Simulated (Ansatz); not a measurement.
# BeSe: what the fields show

```yaml
crystal:
  lattice:
    - [2.55123, -2.55123, 0.00000]
    - [2.55123, 2.55123, 0.00000]
    - [0.00000, 0.00000, 5.14953]
  atoms:
    - { symbol: Be, position: [0.50000, 0.50000, 0.50000] }
    - { symbol: Be, position: [0.00000, 0.00000, 0.00000] }
    - { symbol: Se, position: [0.50000, 0.00000, 0.25000] }
    - { symbol: Se, position: [0.00000, 0.50000, 0.75000] }
```

Space group I-4m2; changed on purpose from its base cell (in-plane strain -0.005, out-of-plane length and atoms relaxed by PAW).

All numbers below come from Ansatz, DFT, PBEsol, PAW with Ansatz's default frozen-core files, scalar-relativistic; relaxation of cell and atoms.

In a PAW calculation such maps are meaningful between the atoms, not at the nuclei.

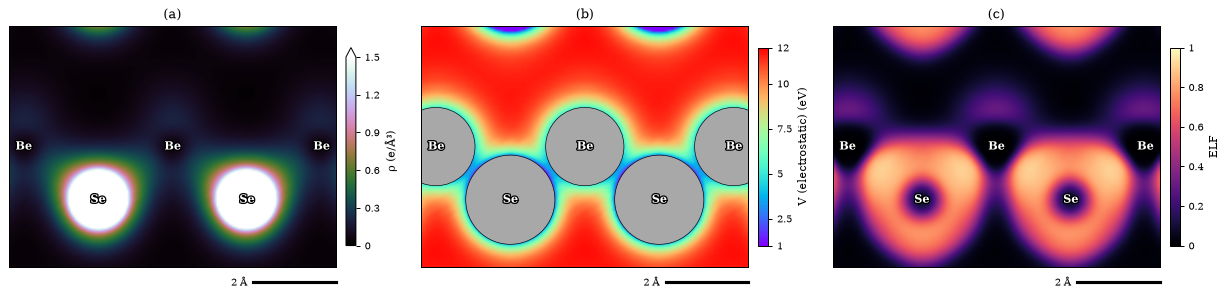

Figure 1. (a) valence electron density; (b) electrostatic potential (local pseudopotential plus Hartree) felt by an electron; (c) ELF on the (100) plane of the conventional cell. Grey discs cover the atomic cores in the potential map.

Read the bonding off the picture.

Answer. The plane passes through Be and Se nuclei.
Be–Se (2.22 Å): the density is about 0.6 e/Å³ at the midpoint; the ELF peaks at about 0.90 between the atoms (a polar covalent bond).
Between the atoms the lowest density in this plane is 0.02 e/Å³.
Outside the cores the potential energy rises away from the atoms and is highest about 2.2 Å from the nearest atoms; its zero is arbitrary.

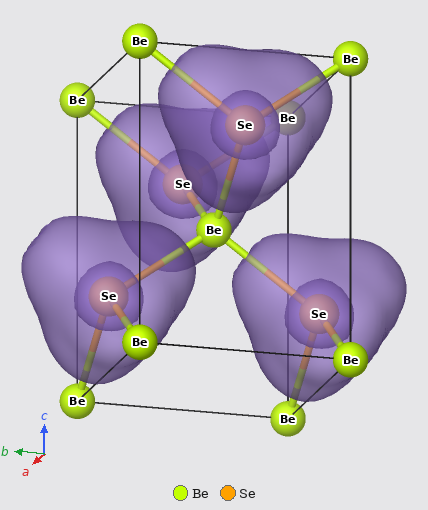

Figure 2. Isosurface of the electron localisation function at 0.65 (purple), seen at an oblique angle. Only the valence region is drawn (cores and ρ < 0.01 e/Å³ removed). Sticks mark near contacts.

What do the ELF domains correspond to?

Answer. The surface consists of two regions wrapped around Se (the valence shell of each), counted in one cell of 4 atoms. Regions shared between cells count once.

Does the calculation give a band gap?

Answer. It is gapped, with a Kohn–Sham gap of 2.4 eV on the k-point mesh, an upper bound to the gap of this method.
